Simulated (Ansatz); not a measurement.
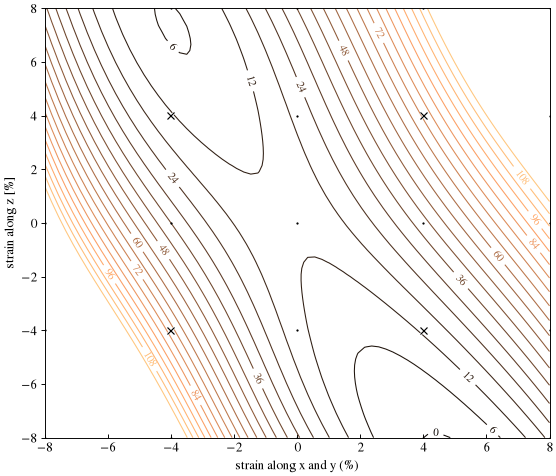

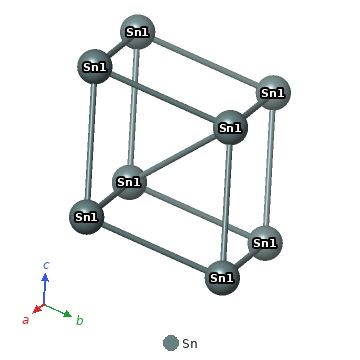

Energy landscape of Sn (Im-3m, No. 229; 1 atom in the cell). The cell is strained homogeneously, by one strain along x and y and another along z, with fractional coordinates fixed (x, y and z along the cube axes). Coordinates scanned: (1) strain along x and y; (2) strain along z. The grid has 5 × 5 points. At 4 points there is no value. Points are written as (first, second). Energies: meV/atom, counted from the lowest grid point. The reference cell is the one listed in the database, not relaxed at this level. Theory: Ansatz, DFT r2SCAN, scalar-relativistic, plane waves, PAW. Settings: cutoff 500 eV, k-mesh 18×18×18, gaussian smearing 0.15 eV, no spin polarisation.

Drawn: contour lines labelled in meV/atom (none above 114), crosses at grid points without a value, dots at the grid points. Between grid points the surface is interpolated. The second picture is the structure at the lowest point

> Summarise what can be read from the map.

The lowest grid point is at (4 %, −8 %). It lies at the edge of the scanned range, so the true minimum may lie outside. The energy also falls towards the edge at (−4 %, 8 %) (6 meV/atom above the lowest), where a further well may lie outside the range. The highest grid point, (−8 %, −8 %), lies 329 meV/atom above the lowest.
